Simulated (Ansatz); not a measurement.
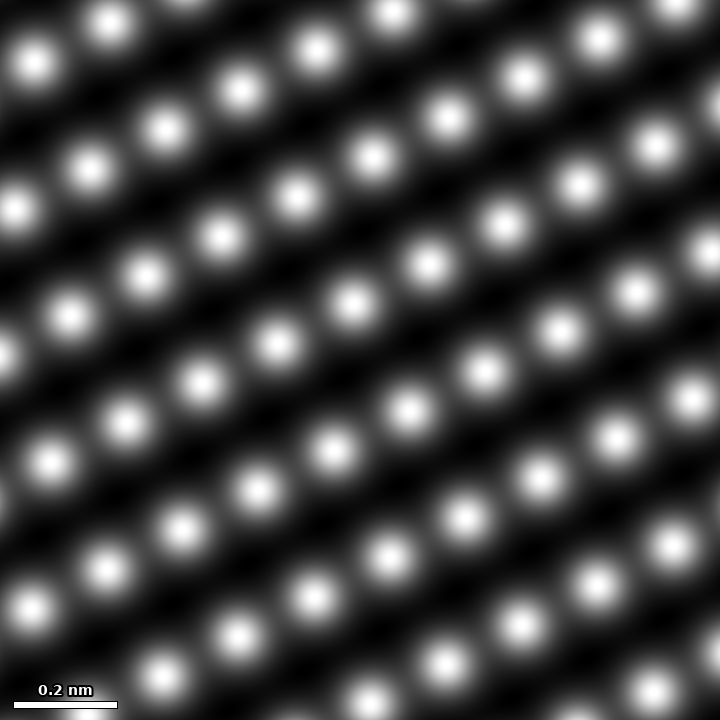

iDPC-like image of Ge. Simulated as the projected potential of neutral atoms (B = 0.3 Å²) blurred by a 0.62 Å probe, the thin-sample limit of integrated differential phase contrast. The display is stretched by a gamma of 0.8; percentages refer to the linear signal.

Q: Measure the repeat of the pattern.

A: The pattern repeats on a rectangular net of 1.7 × 2.3 Å.

Q: Which plane group does this projection have?

A: p2mm: mirror lines in two perpendicular directions, with twofold points where they cross.

Q: How many columns does the smallest repeating cell hold, and how many levels of brightness?

A: 1 column in the primitive cell of 3.9 Å², all of one brightness.

The crystal is Ge (Im-3m, No. 229) seen along [110]. Model: the geometry relaxed with DFT, PBEsol, plane waves (420 eV) with PAW, scalar-relativistic in Ansatz 0.2.0; the starting structure was generated, so it need not be a known form of this composition.
